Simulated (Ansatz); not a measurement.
Consider this structure, Se.

```cif
data_structure
_symmetry_space_group_name_H-M 'P6_3/mmc'
_symmetry_Int_Tables_number 194
_cell_length_a 3.7852
_cell_length_b 3.7852
_cell_length_c 7.3030
_cell_angle_alpha 90.000
_cell_angle_beta 90.000
_cell_angle_gamma 120.000
_cell_volume 90.62
loop_
_atom_site_label
_atom_site_type_symbol
_atom_site_symmetry_multiplicity
_atom_site_Wyckoff_symbol
_atom_site_fract_x
_atom_site_fract_y
_atom_site_fract_z
_atom_site_occupancy
Se1 Se 2 a 0.00000 0.00000 0.00000 1
Se2 Se 2 d 0.33333 0.66667 0.75000 1
```

Basis of the simulation: the geometry relaxed with DFT PBE, scalar-relativistic, plane waves, PAW (Ansatz); the starting structure was generated, so it need not be a known form of this composition.

Predict the first 5 clear peaks of the neutron G(r) with σ = 0.07 Å, and name the atom pairs.

Answer. 1. 2.85 Å: Se–Se at 2.85 Å
2. 3.79 Å: Se–Se at 3.65–3.79 Å
3. 4.26 Å: Se–Se at 4.26 Å
4. 4.74 Å: Se–Se at 4.74 Å
5. 5.26 Å: Se–Se at 5.26 Å

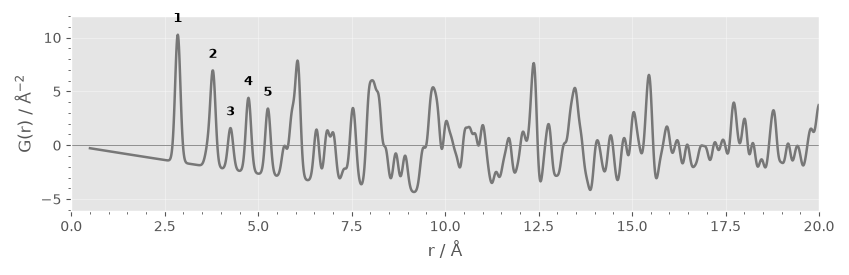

Simulated neutron pair distribution function, G(r) = R(r)/r − 4πρ₀r, summed over the atomic distances of the structure with each pair weighted by the product of the tabulated coherent neutron scattering lengths (natural isotope mix where the element has one); every distance is a Gaussian of σ = 0.07 Å, damped by exp(−(Q_damp r)²/2) with Q_damp = 0.060 Å⁻¹. No termination ripples are included.
